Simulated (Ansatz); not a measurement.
The Ansatz input:

```
crystal:
  lattice:
    - [0.0, 1.8075, 1.8075]
    - [1.8075, 0.0, 1.8075]
    - [1.8075, 1.8075, 0.0]
  atoms:
    - { symbol: B, position: [0.0, 0.0, 0.0] }
    - { symbol: "N", position: [0.75, 0.75, 0.75] }
kpoints:
  mp_grid: { grid: [13, 13, 13] }
  band_path:
    path:
      - [0.0, 0.0, 0.0]
      - [-0.5, -0.5, 0.0]
      - [-0.375, -0.375, 0.25]
      - [-0.375, 0.0, 0.375]
      - [0.0, 0.0, 0.0]
      - [0.0, 0.0, 0.5]
      - [-0.5, -0.25, 0.25]
      - [-0.5, -0.5, 0.0]
    npoints: 8
scf:
  occupations: { method: fermi_dirac, width: 0.03 }
hamiltonian:
  xc: pbe
  pseudopotentials: { kind: all_electron, lapw: { basis_error: 0.001 } }
output:
  forces: true
  stress: true
  eigenvalues: true
  fatbands: true
  populations: true
  dos: { projected: true, de: 0.2, e_range: [-14, 8] }
```

Run as:
```bash
ansatz run input.yaml --threads 1 --pin off --max-ram 2048MiB --backend cpu --events-out ev --progress --plain --runs-dir out
```

Predict the main features of the density of states.

There is a gap; over the k points computed it is 4.47 eV. By projected weight, the top eV of the valence band is N (85 %) and B (15 %); the bottom eV of the conduction band is B (65 %) and N (35 %). The upper group of valence states starts about 10.5 eV under the valence-band top (which lies at −2.3 eV on this axis), with a gap beneath it; it holds about 6 electrons a cell.

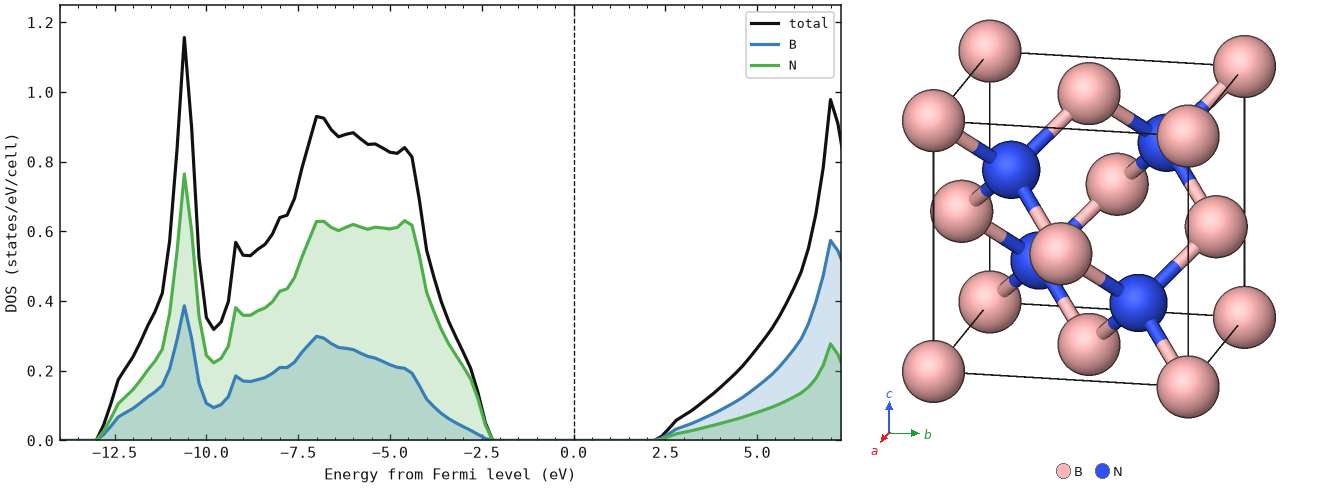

Density of states, beside the structure. Energies are counted from the Fermi level. The partial curves are projected on atomic shells.
